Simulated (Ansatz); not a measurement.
# Si4HO8: what the fields show

The calculation's input:

```
crystal:
  lattice:
    - [10.64, 0.0, 0.0]
    - [-2.66, 4.607255, 0.0]
    - [0.0, 0.0, 18.0]
  atoms:
    - { symbol: Si, position: [0.166667, 0.666667, 0.642778] }
    - { symbol: Si, position: [0.166667, 0.666667, 0.41] }
    - { symbol: O, position: [0.166667, 0.666667, 0.500556] }
    - { symbol: Si, position: [0.333333, 0.333333, 0.59] }
    - { symbol: Si, position: [0.333333, 0.333333, 0.41] }
    - { symbol: O, position: [0.333333, 0.333333, 0.5] }
    - { symbol: O, position: [0.25, 0.0, 0.617222] }
    - { symbol: O, position: [0.25, 0.0, 0.382778] }
    - { symbol: O, position: [0.0, 0.5, 0.617222] }
    - { symbol: O, position: [0.0, 0.5, 0.382778] }
    - { symbol: O, position: [0.25, 0.5, 0.617222] }
    - { symbol: O, position: [0.25, 0.5, 0.382778] }
    - { symbol: Si, position: [0.666667, 0.666667, 0.59] }
    - { symbol: Si, position: [0.666667, 0.666667, 0.41] }
    - { symbol: O, position: [0.666667, 0.666667, 0.5] }
    - { symbol: Si, position: [0.833333, 0.333333, 0.59] }
    - { symbol: Si, position: [0.833333, 0.333333, 0.41] }
    - { symbol: O, position: [0.833333, 0.333333, 0.5] }
    - { symbol: O, position: [0.75, 0.0, 0.617222] }
    - { symbol: O, position: [0.75, 0.0, 0.382778] }
    - { symbol: O, position: [0.5, 0.5, 0.617222] }
    - { symbol: O, position: [0.5, 0.5, 0.382778] }
    - { symbol: O, position: [0.75, 0.5, 0.617222] }
    - { symbol: O, position: [0.75, 0.5, 0.382778] }
    - { symbol: H, position: [0.264999, 0.730146, 0.516804] }
    - { symbol: H, position: [0.166667, 0.666667, 0.724444] }
scf:
  occupations: { method: fixed }
output:
  forces: true
  write_density: true
  write_potential: true
  elf: true
  volumetric_format: npy
hamiltonian:
  xc: pbe
kpoints:
  mp_grid: { grid: [2, 4, 1] }
relax:
  f_tol: 0.01
  max_steps: 120
```

Launched as:

```sh
ansatz run input.yaml --threads 4 --pin off --max-ram 7168MiB --backend cpu --events-out ev --progress --plain --runs-dir out
```

The fields are those of the relaxed geometry.

Theory: DFT PBE, scalar-relativistic, plane waves, PAW (Ansatz 0.2.0).

Core electrons are frozen (PAW), and the valence fields are smoothed inside the atomic spheres.

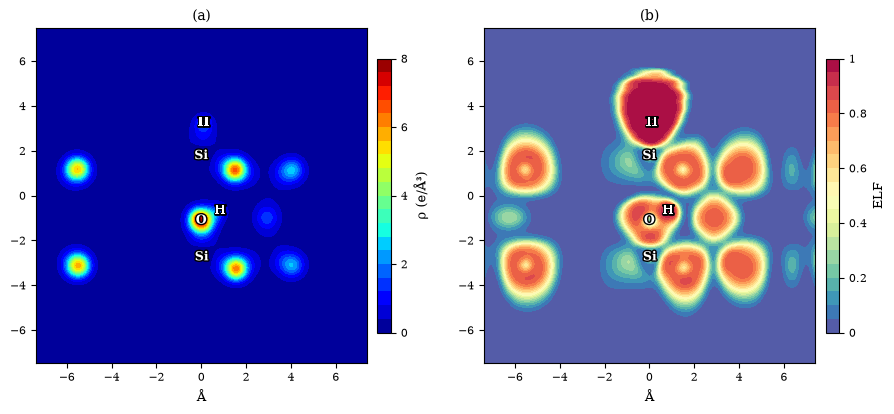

Figure 1. (a) valence charge density (pseudo); (b) ELF on the (110) plane of the calculation cell, a cut from vacuum to vacuum.

> What do the fields say about this system?

- Atoms in the plane: Si, O and H.
- Atoms just off the plane (Si, 0.6 Å away and O, 0.3 Å away) can leave unmarked features too.
- O–H (0.97 Å): ρ is about 3.8 e/Å³ halfway; the ELF climbs to about 1 towards the hydrogen, as it does in any bond to H (an ordinary covalent bond to hydrogen).
- Si–H (1.47 Å): ρ at the midpoint is about 0.81 e/Å³; the ELF peaks at about 1 between the atoms (a covalent bond by its length).
- Si–O (1.63 Å): the density is about 1.3 e/Å³ at the midpoint; the ELF peaks at about 0.85 between the atoms; a shared but strongly polarised pair.
- The density dies away to nearly zero in the vacuum.
- The ELF also peaks beside O, away from the bonds: lone-pair regions.

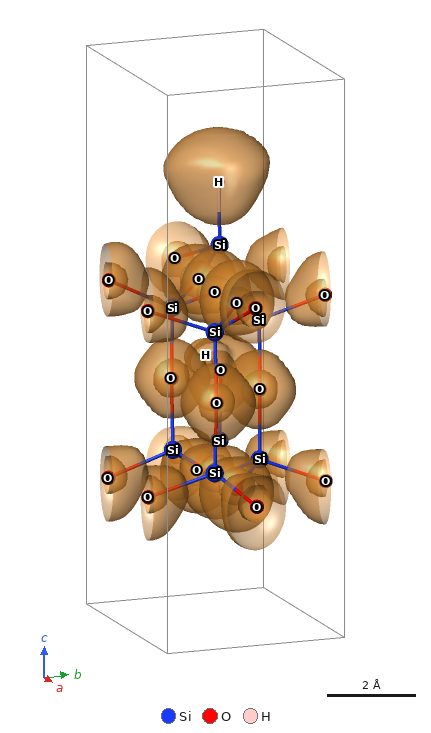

Figure 2. Isosurface of the electron localisation function at 0.75 (orange), seen slightly off an axis. Core shells and regions of very low density are left out. Sticks mark near contacts.

> Identify the bonds, lone pairs and shells in this picture.

The ELF exceeds this value in one region around a hydrogen nucleus, 15 regions on O in which the atom's valence shell and bonds are merged and one joined region spread over several atoms (H, O, Si), in which their bonds and any lone pairs are merged, counted in one cell of 26 atoms. Counts are for one cell; the picture repeats the cell along the surface.

> Does the calculation give a band gap?

It is gapped, with a Kohn–Sham gap of 5.5 eV on the k-point mesh, an upper bound to the gap of this method.
